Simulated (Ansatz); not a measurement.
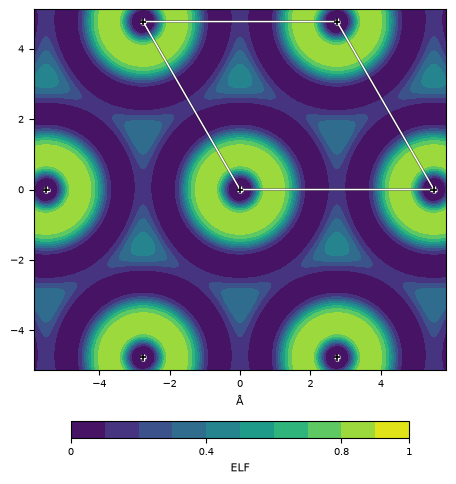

The electron localisation function on a plane through atoms (crosses mark nuclei in the plane).

The calculation used Ansatz 0.2.0, DFT, r2SCAN, plane waves (500 eV) with PAW, scalar-relativistic.

Candidates:
A. Cl, a = 6.35 Å, b = 4.03 Å, c = 8.04 Å, α = 90.00°, β = 90.00°, γ = 90.00°. Space group Cmce; set up as Cl, solid Cl2 (Cmce); changed on purpose from its base cell (volume × 0.92); computed pressure about 3 GPa in this cell.
B. Co, a = 5.10 Å, b = 5.10 Å, c = 5.10 Å, α = 90.00°, β = 90.00°, γ = 90.00°. Space group Fd-3m; set up as Co, diamond; a generated structure, not necessarily the stable one; changed on purpose from its base cell (volume × 1.04); computed pressure about −4 GPa in this cell; spin-polarised.
C. Cs, a = 5.51 Å, b = 5.51 Å, c = 9.07 Å, α = 90.00°, β = 90.00°, γ = 120.00°. Space group P6₃/mmc; set up as Cs, hcp; a generated structure, not necessarily the stable one; changed on purpose from its base cell (volume × 0.96).

### Which system is this?

Candidate C: Cs on the (001) plane of the conventional cell, which holds Cs. Cs–Cs (5.51 Å): the ELF is about 0.15 at the midpoint (no shared electron pair shows on this line).
